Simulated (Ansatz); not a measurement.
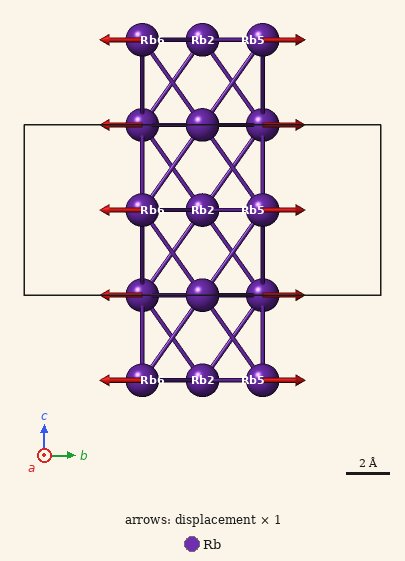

This is a relaxation of a wire of composition Rb. The starting structure is drawn; red arrows show the displacements (the part carried along by the change of the cell is left out), at their true length.

A ball-and-stick model of the cell of the calculation, with the vacuum cut short, seen along the a axis.

Theory: Ansatz, DFT PBE, scalar-relativistic, plane waves, PAW; settings changed.

Input file:
```yaml
crystal:
  lattice:
    - [13.0, 0.0, 0.0]
    - [0.0, 15.0, 0.0]
    - [0.0, 0.0, 8.018623048]
  atoms:
    - { symbol: Rb, position: [0.6542042894, 0.5, 0.0] }
    - { symbol: Rb, position: [0.3457957106, 0.5, 0.5] }
    - { symbol: Rb, position: [0.3457957106, 0.6890007578, 0.0] }
    - { symbol: Rb, position: [0.3457957106, 0.3109992422, 0.0] }
    - { symbol: Rb, position: [0.6542042894, 0.6890007578, 0.5] }
    - { symbol: Rb, position: [0.6542042894, 0.3109992422, 0.5] }
basis:
  ecutwfc: 420
kpoints:
  mp_grid: { grid: [1, 1, 4] }
hamiltonian:
  xc: pbe
scf:
  occupations: { method: gaussian, width: 0.1 }
output:
  forces: true
  eigenvalues: true
  stress: true
relax:
  adjacent_minimum: "off"
  f_tol: 0.02
  max_steps: 45
  cell: { fix: [a, b, alpha, beta, gamma], stress_tol: 0.03 }
```

Launched with:
```bash
ansatz run input.yaml --threads 4 --pin off --max-ram 9216MiB --backend cpu --events-out ev --progress --plain --runs-dir out
```

### What did the optimiser do to the structure, and how much energy did it gain?

The largest moves relative to the layer's centre, 2.04 Å, are those of Rb3, Rb4, Rb5 and Rb6. Along the periodic axis the drawn cell goes c 8.019 → 4.802 Å (−40.1 %). Among the contacts that change: Rb1–Rb1 8.019 → 4.802 Å, Rb1–Rb3 4.910 → 6.396 Å, Rb3–Rb5 5.670 → 4.771 Å, Rb1–Rb2 5.670 → 4.811 Å. After 17 accepted moves (18 points after the start) the energy has fallen by 0.637 eV per cell of the calculation. Largest force component: 0.063 eV/Å at the start, 0.0011 eV/Å at the end. The SCF was repeated once at an unchanged geometry on a basis and grid sized afresh for the cell, which shifted the energy by 0.1 meV per cell of the calculation at most.

Limits of the set-up: the k-point mesh is coarse for a cell with partly filled bands.
